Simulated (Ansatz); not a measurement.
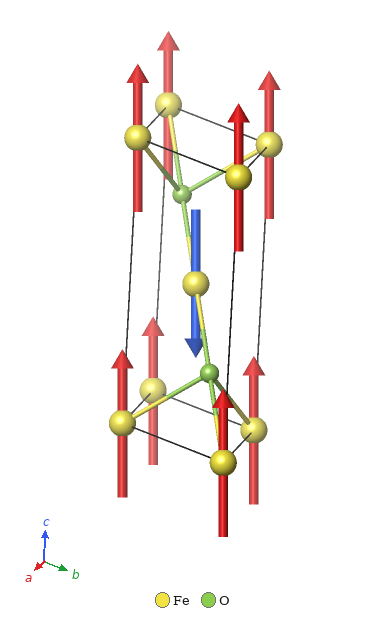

Structure drawing (ball-and-stick), viewed slightly off an axis. The lines enclose the simulation cell; boundary atoms appear with their images. Arrows are the site magnetic moments above 0.25 μB (those induced on non-metal atoms are left out); longer means larger, and red and blue are up and down (without spin-orbit coupling the axis itself is arbitrary).

This is the state reached for FeO. The calculation used Ansatz, DFT LDA, scalar-relativistic, plane waves, PAW, with wavefunction cutoff 420 eV, a 16×16×8 k-point grid, Gaussian smearing of 0.1 eV, collinear spins.

Which kind of magnetic order is this?

Answer. Antiferromagnetic (within this cell). Site moments: 1 Fe +3.1 μB and 1 Fe −3.1 μB. The net spin moment of the whole cell is 0.0 μB.

The initial geometry was a structure listed in the Materials Project. The picture shows the end point of a geometry optimisation with DFT LDA, scalar-relativistic, plane waves, PAW in Ansatz 0.2.0.
